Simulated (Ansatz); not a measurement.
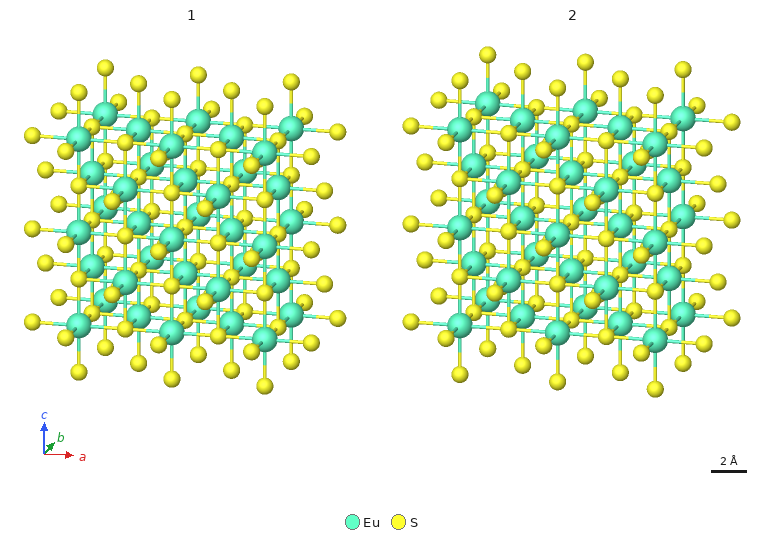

Two geometries of solid EuS (a generated structure, set up in Fm-3m), drawn at one scale. One is the start of a relaxation, the other its converged end. The picture is a ball-and-stick view of the conventional cell (4 times the calculation's cell), repeated 2 × 1 × 2 with one cell outlined, seen slightly off an axis. Lengths and directions refer to the drawn axes.

Theory: DFT, PBE, PAW with Ansatz's default frozen-core files, scalar-relativistic (Ansatz). (plane-wave cutoff 420 eV; k-point mesh 10 × 10 × 10; occupations fermi dirac; smearing width 0.08 eV; collinear spin; cell and atoms relaxed; force threshold 0.005 eV/Å; at most 80 steps)

### Which geometry has the lower energy?

Structure 2 is the relaxed one. Case: cell and atoms relaxed from a first guess. The atoms keep their places relative to the cell (all moves are under 0.005 Å). The drawn cell changes as follows: a = b = c 5.567 → 5.848 Å (+5.1 %); the volume changes by +16.0 %. Some distances before and after: Eu–S 2.783 → 2.924 Å. The space group stays Fm-3m (No. 225). The energy falls by 0.199 eV per cell of the calculation in 3 accepted moves (4 points after the start). All forces vanish by symmetry, so only the cell relaxes. Pressure: 10.56 GPa at the start and 0.00 GPa at the end. At 1 point the geometry stayed and the basis and grid were re-selected for the new cell (energy shift of 2.0 meV per cell of the calculation at most each time).
